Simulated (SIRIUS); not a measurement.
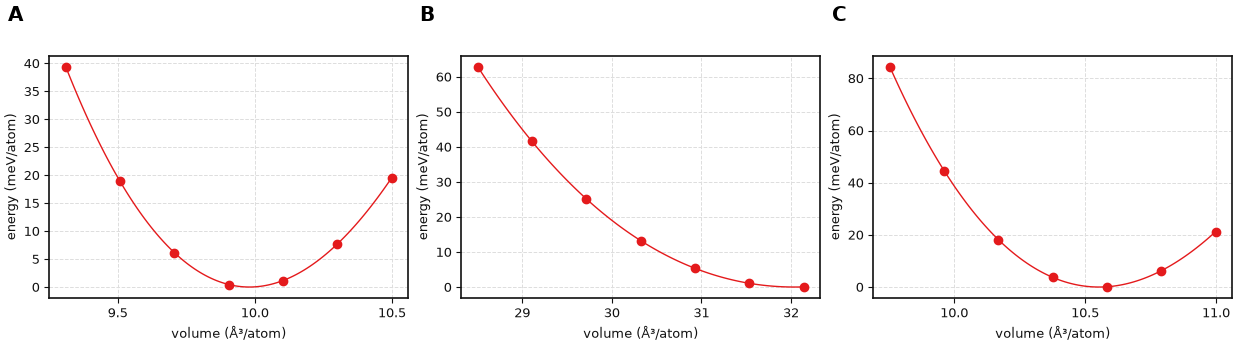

Each panel shows the energy against volume for one of these solids: HfB₂, P6/mmm (No. 191); Pb, Fm-3m (No. 225); WC, P-6m2 (No. 187).

Calculation (SIRIUS 7.10.0): plane-wave DFT, no spin polarisation; energies at scaled volumes of the given cell, shape and fractions fixed, counted from the fit's minimum, third-order Birch-Murnaghan fit. Level: PBE.

Match the panels to the solids.

A is HfB₂ (energy from 0.43 meV/atom to 39.42 meV/atom, V0 9.98 Å³/atom, B0 252 GPa); B is Pb (energy from 0.04 meV/atom to 62.92 meV/atom, V0 32.04 Å³/atom, B0 41.6 GPa); C is WC (energy from 0.10 meV/atom to 84.51 meV/atom, V0 10.55 Å³/atom, B0 389 GPa).

For HfB₂, limits of the calculation: coarse k mesh; shape and atomic fractions are frozen while scaling, which makes layered, chain and framework solids too stiff.

For Pb, limits of the calculation: the fit and the printed pressures don't fully agree, or the minimum lies near the end of the range; spin-orbit coupling left out, heavy elements.

For WC, limits of the calculation: coarse k mesh; shape and atomic fractions are frozen while scaling, which makes layered, chain and framework solids too stiff.
